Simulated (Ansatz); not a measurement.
# Run report: Mo, geometry relaxation (part 2 of 2)

Continued. System: Mo (slab, 10 atoms in the cell). Method: DFT PBE, scalar-relativistic, plane waves, PAW, no spin polarisation (Ansatz 0.2.0); cutoff 420 eV, 7×7×1 k-mesh, Gaussian smearing of 0.1 eV. The structure derives from an entry of the Crystallography Open Database. The input holds or restrains some coordinates. Forces given for the steps count only the free coordinates.

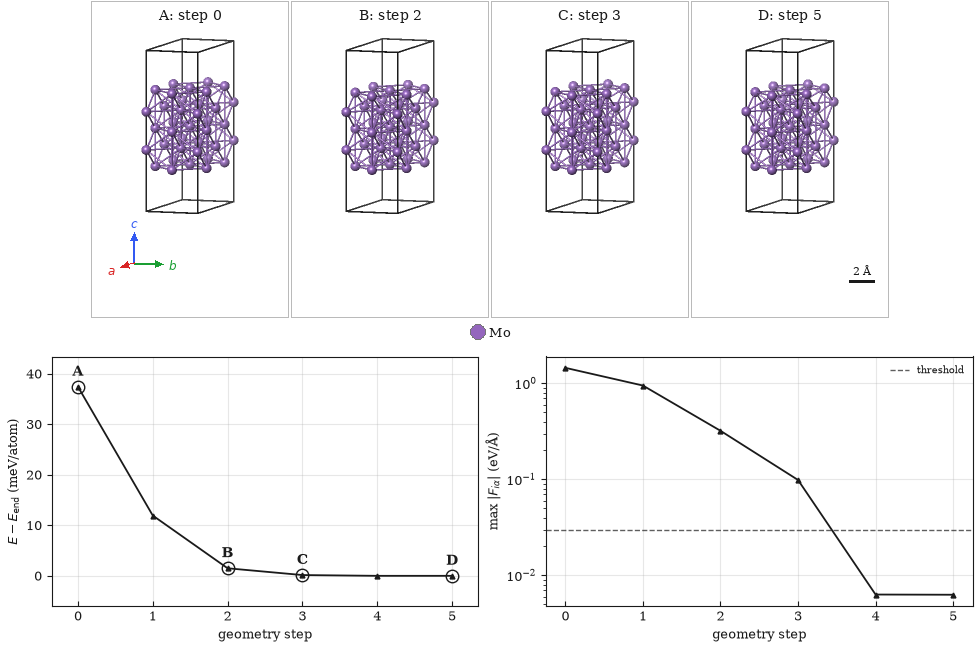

**Figure 1.** Frames of the restrained relaxation (ball-and-stick view of the 2 × 1 repeat of the cell, with the vacuum cut short, seen slightly off an axis) above the curves, on which the letters mark them (the first geometry is step 0 here and step 1 in the log).

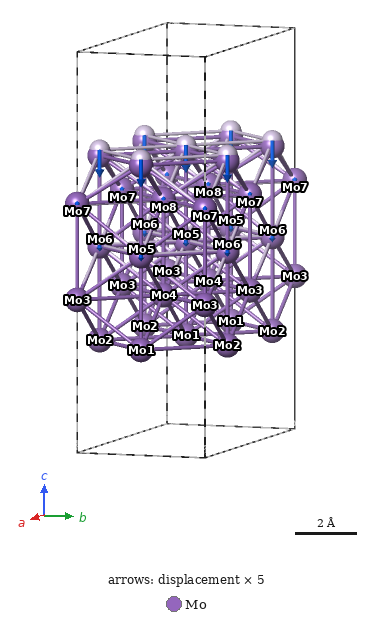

**Figure 2.** Start (faint) and end (solid) with the displacements as blue arrows, magnified 5 times (ball-and-stick view of the 2 × 1 repeat of the cell, with the vacuum cut short, seen slightly off an axis). Over 5 geometry steps the energy falls by 37.4 meV per atom. Largest force component: 1.4 eV/Å at the start, 0.0063 eV/Å at the end. The largest moves, 0.19 Å, are those of Mo9 and Mo10. The cell doesn't change. Distances before and after: Mo5–Mo9 3.160 → 3.019 Å, Mo7–Mo10 2.737 → 2.620 Å, Mo1–Mo5 3.160 → 3.116 Å, Mo5–Mo7 2.737 → 2.778 Å. (Atoms are counted from 1 in the order of the input.)

```
SCF converged after 3 iterations
Free energy (F): -49551.726205 eV
Harris-Foulkes:  -49551.726205 eV  (|F-HF|=3.37e-8)
Internal energy: -49551.648032 eV  (E = F + TS)
E sigma→0 (E₀):  -49551.687119 eV
Entropy (-TS):   -0.078172 eV (-7.817 meV/atom)
Fermi energy:    4.517952 eV
Dipole field:    D = 0.003881 V/Å  (p = 0.009992 e·Å, saw-weighted, corrected)
Work function:   Φ+ = 3.8999 eV   Φ− = 3.9904 eV
Levels:          The Fermi level and band energies are counted from a zero that moves with the ramp; work functions are not
--- Per-component energies (eV) ---
  E_band       = -2831.240575
  E_kinetic    = 4395.224546
  E_local      = -163113.664404  (includes V_loc(G=0)·N_el)
  E_nonlocal   = 1436.694281
  E_hartree    = 79083.578146
  E_xc         = -1823.486914
  E_vxc        = -2274.508206  (∫ρ·V_xc dr)
  E_paw        = -32014.533161  (= ΣΔE_a)
  E_vpaw       = -1442.202505  (= ΣTr[D̂ρ^β])
  E_aug_tail   = 0.000428  (compensation charges beyond the density's cutoff)
  E_efield     = 0.000019  (sawtooth field / dipole correction)
  E_vefield    = 0.022216  (∫n·V_field dr)
  E_ewald      = 62484.539026
  E_smearing   = -0.078172  (= −TS)
  E_closure    = -0.000000  (closes the sum)
  Σ components = -49551.726205   (vs F -49551.726205, Δ=0.00e0)
--- Forces (eV/Å), atoms counted from 1 ---
  atom   1  Mo     0.00000000     0.00000000     1.11760353
  atom   2  Mo    -0.00000000     0.00000000     1.11760353
  atom   3  Mo    -0.00000000     0.00000000    -1.11452510
  atom   4  Mo    -0.00000000     0.00000000    -1.11452510
  atom   5  Mo     0.00000000     0.00000000    -0.00039904
  atom   6  Mo     0.00000000     0.00000000    -0.00039904
  atom   7  Mo    -0.00000000     0.00000000    -0.00627480
  atom   8  Mo    -0.00000000     0.00000000    -0.00627480
  atom   9  Mo    -0.00000000    -0.00000000     0.00364471
  atom  10  Mo    -0.00000000     0.00000000     0.00364471
  max |Σ_I F_I| component: 9.86e-5 eV/Å
--- Band table (eV; the first three rows and the last of 10) ---
  k-point 0: bands = ["-56.6965", "-56.5583", "-56.4772", "-56.3995", "-56.3955", "-56.3374", "-56.2662", "-56.2340", "-56.0968", "-56.0410", "-31.2763", "-31.2763", "-30.9614", "-30.9614", "-30.9313", "-30.8747", "-30.8747", "-30.7257", "-30.7172", "-30.6132", "-30.6132", "-30.5892", "-30.5586", "-30.5586", "-30.5094", "-30.4162", "-30.3875", "-30.3449", "-30.3449", "-30.2737", "-30.2343", "-30.1107", "-30.1107", "-30.0241", "-30.0241", "-30.0117", "-29.8494", "-29.8494", "-29.8030", "-29.8030", "-1.9842", "-0.5462", "-0.3951", "-0.2332", "-0.1117", "-0.0055", "0.4516", "1.0071", "1.1031", "1.2333", "1.2935", "1.2935", "1.6873", "1.8153", "1.8153", "2.2660", "2.3262", "2.5830", "2.5830", "3.2788", "3.2788", "3.3703", "3.7278", "3.7278", "3.8499", "3.8499", "4.1725", "4.4064", "4.4392", "4.4392", "4.4549", "4.5032", "5.7414", "5.8282", "5.8282", "5.8362", "5.8943", "6.0216", "6.2974", "6.2974", "6.4235", "6.4975", "6.6369", "6.8116"]
  k-point 1: bands = ["-56.6870", "-56.5607", "-56.4696", "-56.3977", "-56.3975", "-56.3397", "-56.2679", "-56.2380", "-56.0985", "-56.0467", "-31.2569", "-31.2295", "-31.0000", "-30.9618", "-30.9446", "-30.9016", "-30.8950", "-30.7149", "-30.7016", "-30.6629", "-30.6560", "-30.6309", "-30.5481", "-30.5047", "-30.4215", "-30.4180", "-30.3980", "-30.3567", "-30.3555", "-30.2748", "-30.1459", "-30.1064", "-30.1002", "-30.0902", "-30.0284", "-29.9862", "-29.8558", "-29.8473", "-29.8301", "-29.8056", "-1.7797", "-0.3807", "-0.2595", "-0.1016", "-0.0216", "0.1234", "0.5652", "1.0864", "1.0895", "1.1422", "1.3476", "1.4240", "1.6048", "1.8212", "1.9633", "2.1968", "2.4838", "2.5214", "2.6892", "2.9796", "3.0403", "3.1366", "3.5087", "3.6017", "3.7736", "3.8032", "3.9386", "4.2301", "4.3615", "4.5353", "4.8994", "5.0587", "5.2974", "5.5769", "5.6229", "5.6958", "5.8116", "5.8184", "6.0782", "6.1588", "6.2993", "6.3438", "6.4717", "6.5495"]
  k-point 2: bands = ["-56.6612", "-56.5707", "-56.4496", "-56.4026", "-56.3924", "-56.3484", "-56.2704", "-56.2483", "-56.1000", "-56.0615", "-31.2023", "-31.1094", "-31.0445", "-31.0174", "-30.9519", "-30.9484", "-30.8972", "-30.8352", "-30.7010", "-30.6801", "-30.6596", "-30.6524", "-30.5185", "-30.5037", "-30.4280", "-30.3852", "-30.3814", "-30.3538", "-30.2880", "-30.1936", "-30.1643", "-30.1078", "-30.0944", "-30.0607", "-30.0405", "-30.0122", "-29.8784", "-29.8660", "-29.8414", "-29.8127", "-1.2104", "0.1037", "0.1232", "0.1563", "0.2645", "0.4855", "0.8857", "1.0357", "1.1722", "1.3634", "1.4049", "1.4976", "1.6602", "1.8383", "2.0647", "2.2557", "2.3278", "2.4011", "2.5247", "2.6052", "2.7513", "2.7797", "2.8725", "3.0821", "3.2981", "3.7705", "3.9476", "4.1556", "4.3865", "4.7456", "4.7808", "4.8287", "4.9356", "5.1386", "5.1452", "5.3966", "5.5047", "5.6691", "5.8582", "5.9879", "6.1131", "6.1493", "6.4948", "6.5408"]
  k-point 9: bands = ["-56.5862", "-56.5776", "-56.4161", "-56.4150", "-56.3638", "-56.3575", "-56.2843", "-56.2821", "-56.1162", "-56.1120", "-31.2652", "-31.2628", "-31.2030", "-31.2007", "-30.9574", "-30.9303", "-30.8002", "-30.7858", "-30.6404", "-30.5767", "-30.5628", "-30.5455", "-30.4354", "-30.4308", "-30.4011", "-30.3943", "-30.3713", "-30.3311", "-30.2304", "-30.1869", "-30.1377", "-30.1139", "-30.1052", "-30.0463", "-30.0451", "-30.0438", "-29.9478", "-29.9218", "-29.8633", "-29.8587", "-0.3720", "-0.2968", "-0.2660", "-0.1835", "0.4270", "0.6025", "1.0538", "1.1461", "1.3929", "1.4816", "1.5299", "1.5676", "1.6253", "1.7295", "1.8484", "2.0690", "2.2028", "2.6910", "2.7035", "2.7550", "2.9586", "3.0670", "3.4547", "3.6150", "3.6323", "3.8302", "4.2972", "4.3176", "4.4412", "4.5556", "4.7732", "4.8395", "4.8928", "5.2052", "5.5457", "5.5878", "5.7102", "5.8958", "5.9788", "6.1130", "6.1793", "6.2287", "6.2715", "6.4675"]
--- Relaxed structure (6 steps of the walk, 6 accepted, 0 SCFs on fresh bases) ---
  F+E_penalty+E_count = -49551.72620479 eV   max|allowed force component| = 6.275e-3 eV/Å
  atoms:
    - { symbol: Mo, position: [0.0, 0.5, 0.3644802] }
    - { symbol: Mo, position: [0.5, 0.0, 0.3644802] }
    - { symbol: Mo, position: [0.0, 0.0, 0.4322401] }
    - { symbol: Mo, position: [0.5, 0.5, 0.4322401] }
    - { symbol: Mo, position: [-6.505598903596132e-35, 0.5, 0.4980968705840805] }
    - { symbol: Mo, position: [0.5, 1.359190456572801e-35, 0.4980968705840805] }
    - { symbol: Mo, position: [-1.158047101079984e-34, -2.693132793209265e-35, 0.5688791003165564] }
    - { symbol: Mo, position: [0.5, 0.5, 0.5688791003165564] }
    - { symbol: Mo, position: [5.79023550539992e-35, 0.5, 0.6275526976015797] }
    - { symbol: Mo, position: [0.5, -5.049623987267372e-36, 0.6275526976015797] }
```

## Trajectory as extended XYZ (Å, eV, eV/Å), 6 frames, from step=1 to step=6
```
10
Lattice="4.4695 0.0000 0.0000 0.0000 4.4695 0.0000 0.0000 0.0000 23.3209" Properties=species:S:1:pos:R:3:forces:R:3 step=1 energy=-49551.35201
Mo    0.0000    2.2348    8.5000    0.0000   0.0000   1.4495
Mo    2.2348    0.0000    8.5000    0.0000   0.0000   1.4495
Mo    0.0000    0.0000   10.0802    0.0000   0.0000  -1.2965
Mo    2.2348    2.2348   10.0802    0.0000   0.0000  -1.2965
Mo    0.0000    2.2348   11.6604    0.0000   0.0000   0.0000
Mo    2.2348    0.0000   11.6604    0.0000   0.0000   0.0000
Mo    0.0000    0.0000   13.2407    0.0000   0.0000   1.2965
Mo    2.2348    2.2348   13.2407    0.0000   0.0000   1.2965
Mo    0.0000    2.2348   14.8209    0.0000   0.0000  -1.4495
Mo    2.2348    0.0000   14.8209    0.0000   0.0000  -1.4495
10
Lattice="4.4695 0.0000 0.0000 0.0000 4.4695 0.0000 0.0000 0.0000 23.3209" Properties=species:S:1:pos:R:3:forces:R:3 step=2 energy=-49551.60690
Mo    0.0000    2.2348    8.5000    0.0000   0.0000   1.2985
Mo    2.2348    0.0000    8.5000    0.0000   0.0000   1.2985
Mo    0.0000    0.0000   10.0802    0.0000   0.0000  -0.6274
Mo    2.2348    2.2348   10.0802    0.0000   0.0000  -0.6274
Mo    0.0000    2.2348   11.6863    0.0000   0.0000  -0.7335
Mo    2.2348    0.0000   11.6863    0.0000   0.0000  -0.7335
Mo    0.0000    0.0000   13.3314    0.0000   0.0000  -0.8836
Mo    2.2348    2.2348   13.3314    0.0000   0.0000  -0.8836
Mo    0.0000    2.2348   14.6261    0.0000   0.0000   0.9479
Mo    2.2348    0.0000   14.6261    0.0000   0.0000   0.9479
10
Lattice="4.4695 0.0000 0.0000 0.0000 4.4695 0.0000 0.0000 0.0000 23.3209" Properties=species:S:1:pos:R:3:forces:R:3 step=3 energy=-49551.71124
Mo    0.0000    2.2348    8.5000    0.0000   0.0000   1.0580
Mo    2.2348    0.0000    8.5000    0.0000   0.0000   1.0580
Mo    0.0000    0.0000   10.0802    0.0000   0.0000  -1.3869
Mo    2.2348    2.2348   10.0802    0.0000   0.0000  -1.3869
Mo    0.0000    2.2348   11.5964    0.0000   0.0000  -0.0026
Mo    2.2348    0.0000   11.5964    0.0000   0.0000  -0.0026
Mo    0.0000    0.0000   13.2201    0.0000   0.0000   0.3203
Mo    2.2348    2.2348   13.2201    0.0000   0.0000   0.3203
Mo    0.0000    2.2348   14.5953    0.0000   0.0000   0.0104
Mo    2.2348    0.0000   14.5953    0.0000   0.0000   0.0104
10
Lattice="4.4695 0.0000 0.0000 0.0000 4.4695 0.0000 0.0000 0.0000 23.3209" Properties=species:S:1:pos:R:3:forces:R:3 step=4 energy=-49551.72467
Mo    0.0000    2.2348    8.5000    0.0000   0.0000   1.1353
Mo    2.2348    0.0000    8.5000    0.0000   0.0000   1.1353
Mo    0.0000    0.0000   10.0802    0.0000   0.0000  -1.0631
Mo    2.2348    2.2348   10.0802    0.0000   0.0000  -1.0631
Mo    0.0000    2.2348   11.6207    0.0000   0.0000   0.0212
Mo    2.2348    0.0000   11.6207    0.0000   0.0000   0.0212
Mo    0.0000    0.0000   13.2767    0.0000   0.0000   0.0051
Mo    2.2348    2.2348   13.2767    0.0000   0.0000   0.0051
Mo    0.0000    2.2348   14.6520    0.0000   0.0000  -0.0984
Mo    2.2348    0.0000   14.6520    0.0000   0.0000  -0.0984
10
Lattice="4.4695 0.0000 0.0000 0.0000 4.4695 0.0000 0.0000 0.0000 23.3209" Properties=species:S:1:pos:R:3:forces:R:3 step=5 energy=-49551.72620
Mo    0.0000    2.2348    8.5000    0.0000   0.0000   1.1176
Mo    2.2348    0.0000    8.5000    0.0000   0.0000   1.1176
Mo    0.0000    0.0000   10.0802    0.0000   0.0000  -1.1145
Mo    2.2348    2.2348   10.0802    0.0000   0.0000  -1.1145
Mo    0.0000    2.2348   11.6161    0.0000   0.0000  -0.0004
Mo    2.2348    0.0000   11.6161    0.0000   0.0000  -0.0004
Mo    0.0000    0.0000   13.2668    0.0000   0.0000  -0.0063
Mo    2.2348    2.2348   13.2668    0.0000   0.0000  -0.0063
Mo    0.0000    2.2348   14.6351    0.0000   0.0000   0.0036
Mo    2.2348    0.0000   14.6351    0.0000   0.0000   0.0036
10
Lattice="4.4695 0.0000 0.0000 0.0000 4.4695 0.0000 0.0000 0.0000 23.3209" Properties=species:S:1:pos:R:3:forces:R:3 step=6 energy=-49551.72620
Mo    0.0000    2.2348    8.5000    0.0000   0.0000   1.1176
Mo    2.2348    0.0000    8.5000    0.0000   0.0000   1.1176
Mo    0.0000    0.0000   10.0802    0.0000   0.0000  -1.1145
Mo    2.2348    2.2348   10.0802    0.0000   0.0000  -1.1145
Mo    0.0000    2.2348   11.6161    0.0000   0.0000  -0.0004
Mo    2.2348    0.0000   11.6161    0.0000   0.0000  -0.0004
Mo    0.0000    0.0000   13.2668    0.0000   0.0000  -0.0063
Mo    2.2348    2.2348   13.2668    0.0000   0.0000  -0.0063
Mo    0.0000    2.2348   14.6351    0.0000   0.0000   0.0036
Mo    2.2348    0.0000   14.6351    0.0000   0.0000   0.0036
```

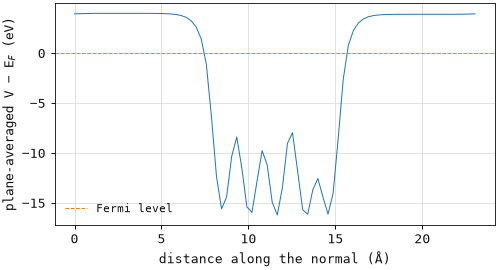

**Figure 3.** Plane average of the electrostatic potential energy of an electron across the cell, from the Fermi level. The vacuum level lies 3.90 eV above the Fermi level on the upper side and 3.99 eV on the lower.

This output came from the following input.

## Input
```yaml
crystal:
  lattice:
    - [4.4695390375, 0.0, 0.0]
    - [0.0, 4.4695390375, 0.0]
    - [0.0, 0.0, 23.3208827244]
  atoms:
    - { symbol: Mo, position: [0.0, 0.5, 0.3644802] }
    - { symbol: Mo, position: [0.5, 0.0, 0.3644802] }
    - { symbol: Mo, position: [0.0, 0.0, 0.4322401] }
    - { symbol: Mo, position: [0.5, 0.5, 0.4322401] }
    - { symbol: Mo, position: [0.0, 0.5, 0.5] }
    - { symbol: Mo, position: [0.5, 0.0, 0.5] }
    - { symbol: Mo, position: [0.0, 0.0, 0.5677599] }
    - { symbol: Mo, position: [0.5, 0.5, 0.5677599] }
    - { symbol: Mo, position: [0.0, 0.5, 0.6355198] }
    - { symbol: Mo, position: [0.5, 0.0, 0.6355198] }
basis:
  ecutwfc: 420
kpoints:
  mp_grid: { grid: [7, 7, 1] }
hamiltonian:
  xc: pbe
scf:
  occupations: { method: gaussian, width: 0.1 }
output:
  forces: true
  eigenvalues: true
relax:
  adjacent_minimum: "off"
  f_tol: 0.03
  max_steps: 70
  constraints: [{ sites: [0, 1, 2, 3] }]
efield:
  axis: 3
  dipole_correction: true
```

Launch command:
```bash
ansatz run input.yaml --threads 2 --pin off --max-ram 5120MiB --backend cpu --events-out ev --progress --plain --runs-dir out
```

## Key numbers

- outcome: converged under the restraints of the input
- electrons treated: 140
- free energy: −49551.7262 eV
- work function, top face: 3.90 eV
- work function, bottom face: 3.99 eV
- Fermi energy: 4.518 eV
- gap on the k-point mesh: none (metallic)
- final volume: 465.88 Å³
- work function (upper face): 3.90 eV
- largest force (length of the vector) at the end, held atoms and coordinates included: 1.118 eV/Å
- hardware: 2 threads of Intel Xeon @ 2.50GHz (Skylake/Cascade Lake), 64 GiB of memory available, shared host
- wall time: 1.7 min (CPU time 3.2 min)
- peak memory: 0.92 GiB
